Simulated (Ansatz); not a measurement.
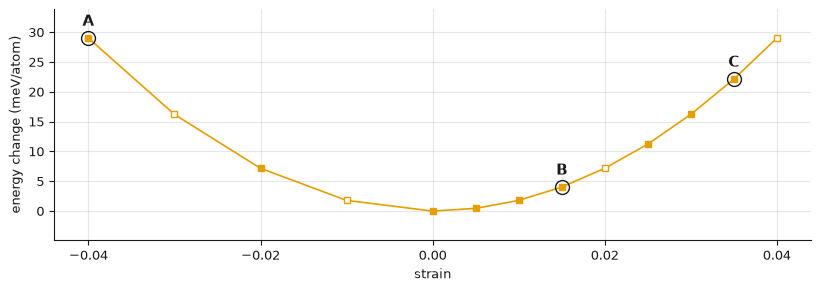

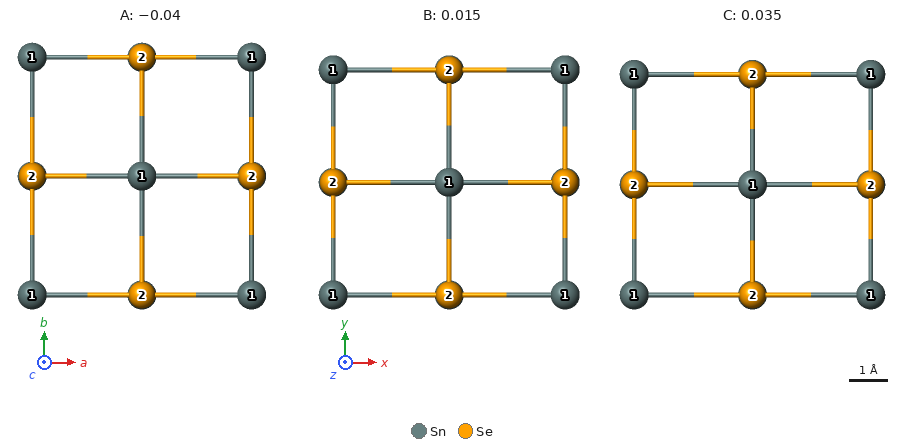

Energy scan for crystalline SnSe (Fm-3m), in which the cell is strained along x and oppositely along y, with the atoms kept at their fractional coordinates. x, y and z are the Cartesian axes of the input. The lettered frames are marked on the plot. Hollow markers are points alike by symmetry, not computed again. Style: ball-and-stick. Shown: the conventional cell (4 times the calculation's cell), along the c axis. Lengths and directions refer to the drawn axes.

Theory: Ansatz, DFT LDA, scalar-relativistic, plane waves, PAW. (plane-wave cutoff 420 eV; k-point mesh 8 × 8 × 8; occupations gaussian; smearing width 0.05 eV; no spin polarisation). Energies (free energies at the smearing named) are counted from the cell as listed in its source, which wasn't relaxed.

Q: What does the scan show?

A: The lowest computed point lies at the strain 0.00 (0.0 meV/atom). The end points stand at 29.0 meV/atom (−0.04) and 29.0 meV/atom (0.04). The unrelaxed reference is under a pressure of −3.4 GPa. The distortion takes the space group from Fm-3m to Fmmm. At the strain −0.04 the cell of the drawing goes a 6.020 → 5.779 Å, b 6.020 → 6.261 Å.
